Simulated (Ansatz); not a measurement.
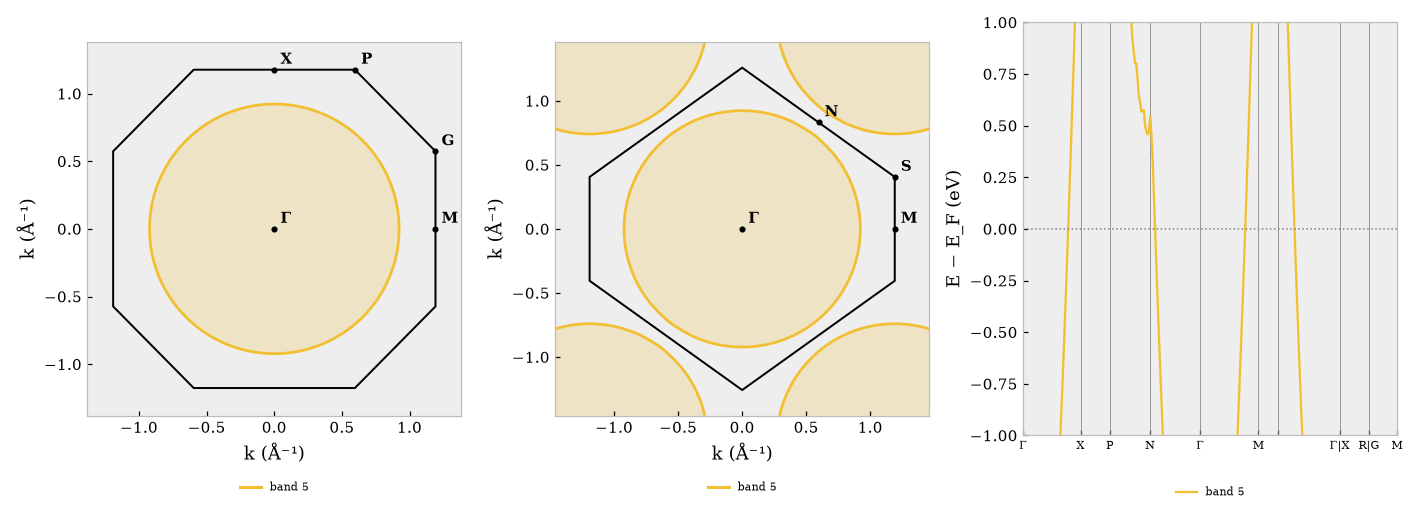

Na in space group I4/mmm: cuts through the Fermi surface in the plane through Γ, M and X and the plane through Γ, M and N, filled states shaded, and the bands that cross the Fermi level.

Computed with DFT PBE, scalar-relativistic, plane waves, PAW; levels and slopes on a dense k mesh at the converged density in Ansatz. No spin polarisation. k mesh for the levels: 24×24×24. The geometry was not relaxed. The cell comes from a database of computed structures, not from a measurement.

**For each band, read its level at the labelled points (eV from the Fermi level).**

| band | Γ | M | X | P | N |
| --- | --- | --- | --- | --- | --- |
| band 5 | below | above | above | above | +0.54 |

Negative values are filled states; "above" and "below" lie outside the plotted window.

**What are the full three-dimensional sheets?**

Band 5: one electron pocket centred at Γ (50 % of the zone); mean Fermi speed 10 × 10⁵ m/s.

Necks and pockets thinner than about two mesh steps aren't resolved, so separate pockets may in truth be joined.
